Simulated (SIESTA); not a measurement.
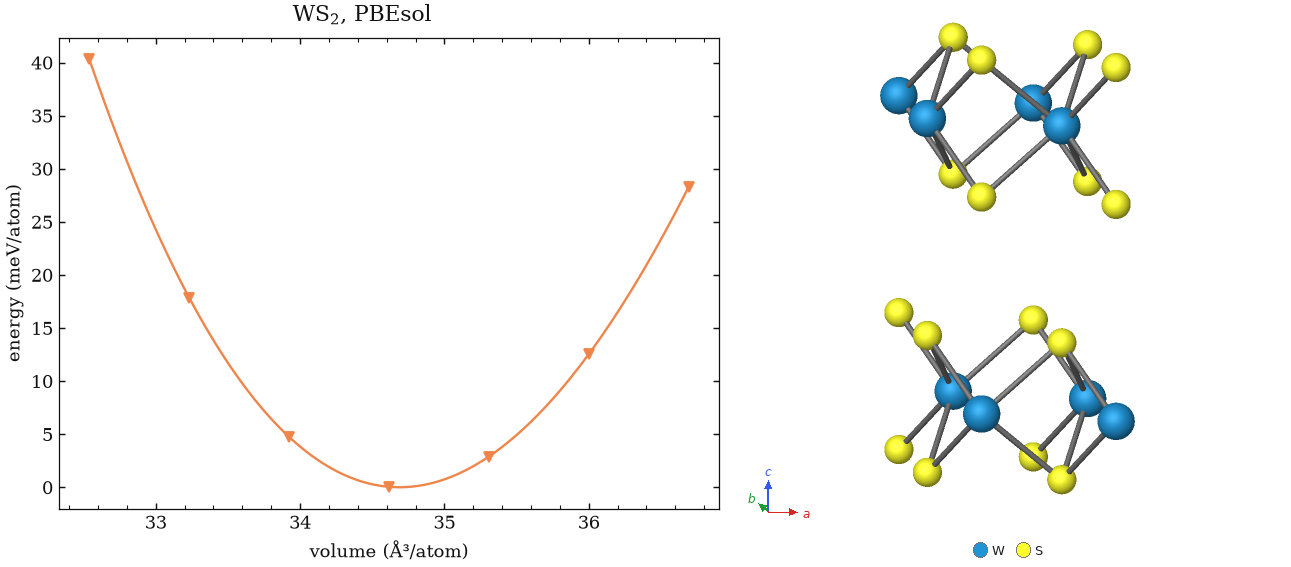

The plot gives the computed energy against volume for WS₂, space group P-3m1 (No. 164). The slab (repeated in the plane, vacuum cut away) is drawn beside the plot.

The given structure:
```
CELL_PARAMETERS angstrom
3.18321 0.00000 0.00000
-1.59160 2.75674 0.00000
0.00000 0.00000 23.66876
ATOMIC_POSITIONS crystal
W 0.66667 0.33333 0.36268
W 0.33333 0.66667 0.63732
S 0.66667 0.33333 0.70318
S 0.33333 0.66667 0.42856
S 0.66667 0.33333 0.57144
S 0.33333 0.66667 0.29682
```

How it was computed, with SIESTA 5.4.2: DFT in numerical atomic orbitals with pseudopotentials, no spin polarisation; energies at scaled volumes of the given cell, shape and fractions fixed, counted from the fit's minimum, third-order Birch-Murnaghan fit. Level: PBEsol.

k mesh 8×8×2; occupations Fermi–Dirac; smearing width 0.05 eV; potentials PseudoDojo 0.4 standard, converted to PSML, two zetas on semicore shells; program settings basis DZP, mesh cutoff 800 Ry.

This calculation gives: equilibrium volume 34.69 Å³/atom and bulk modulus 86.6 GPa.

Now the level changes from PBEsol to LDA. Predict the effect.

The equilibrium volume falls from 34.69 to 34.02 Å³/atom (−1.9 %) and the bulk modulus rises from 86.6 to 90.6 GPa (+4.6 %).

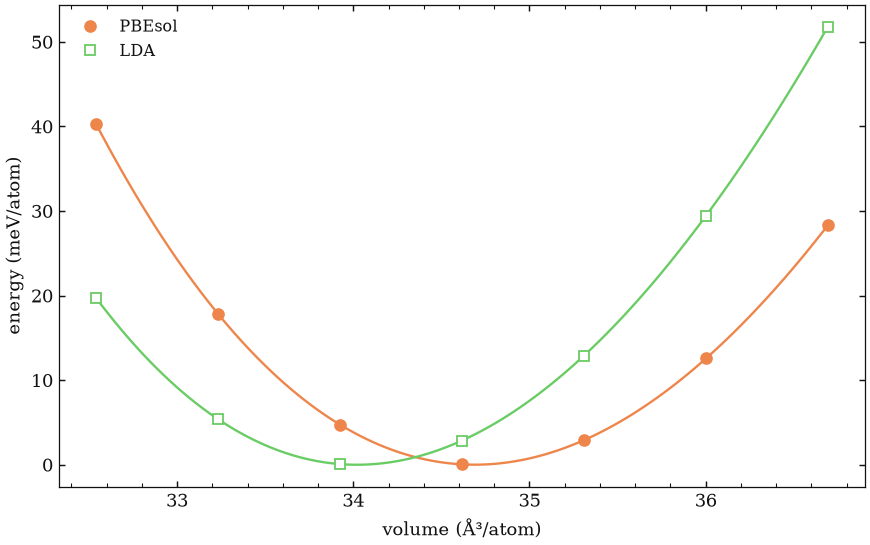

The two results together.

For both, limits of the calculation: mulliken charges of long orbitals; short basis over semicore shells; shape and atomic fractions are frozen while scaling, which makes layered, chain and framework solids too stiff.

V0 and the bulk modulus come from third-order Birch–Murnaghan fits.
